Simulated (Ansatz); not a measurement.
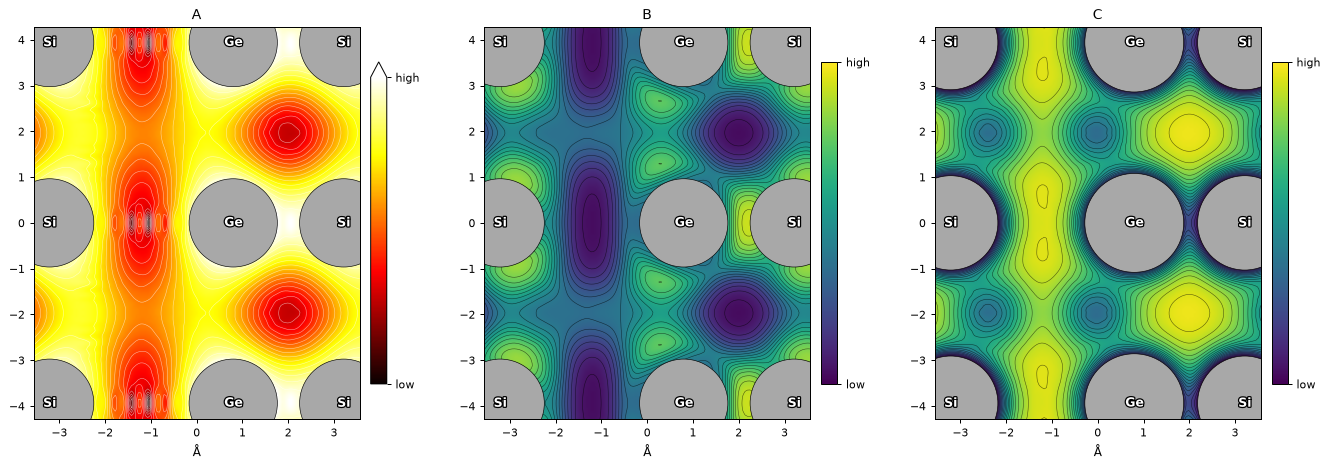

SiGe: 3 fields on the (11̄0) plane of the conventional cell, with unlabelled colour scales. Grey discs cover the atomic cores.

Space group P6₃mc; a structure from a database of computed crystals, not necessarily the ambient phase; changed on purpose from its base cell (biaxial strain in the a-b plane, c and atoms relaxed: +1.0 %).

Theory: DFT PBEsol, scalar-relativistic, plane waves, PAW (Ansatz 0.2.0).

Question: The panels show electron localisation function, electrostatic potential energy of an electron and valence pseudo-density in some order. Assign them.

Answer: Panel A: valence pseudo-density. Panel B: electron localisation function. Panel C: electrostatic potential energy of an electron (low next to the atoms, rising into the space between them). From the grid: Si–Ge (2.41 Å): ρ at the midpoint is about 0.55 e/Å³; the ELF peaks at about 0.90 between the atoms; a shared electron pair.
